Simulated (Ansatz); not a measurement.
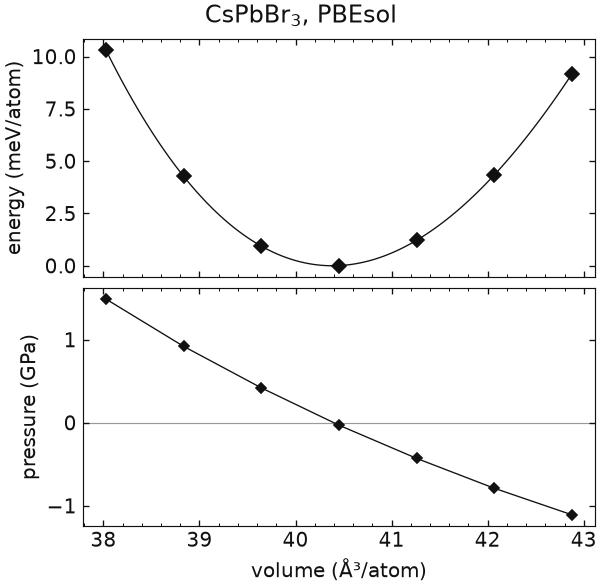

Plotted: energy and pressure against volume for CsPbBr₃, space group Pm-3m (No. 221).

Cell as given: a = 5.870 Å, b = 5.870 Å, c = 5.870 Å, α = 90.00°, β = 90.00°, γ = 90.00°; 5 atoms.

Method: all-electron LAPW DFT, no spin polarisation; energies at scaled volumes of the given cell, shape and fractions fixed, counted from the fit's minimum, third-order Birch-Murnaghan fit (Ansatz 0.2.0). Level: PBEsol.

- k mesh: 5×5×5
- occupations: Fermi–Dirac
- smearing width: 0.05 eV
- potentials: all electron LAPW, scalar relativistic
- program settings: basis error eV/atom 0.001

Tabulate the plotted points.

| volume (Å³/atom) | energy (meV/atom) | pressure (GPa) |
| --- | --- | --- |
| 38.03 | 10.32 | 1.49 |
| 38.83 | 4.28 | 0.92 |
| 39.64 | 0.94 | 0.42 |
| 40.45 | 0.01 | −0.03 |
| 41.26 | 1.22 | −0.43 |
| 42.07 | 4.35 | −0.79 |
| 42.88 | 9.18 | −1.11 |

Caveats: spin-orbit coupling left out, heavy elements.
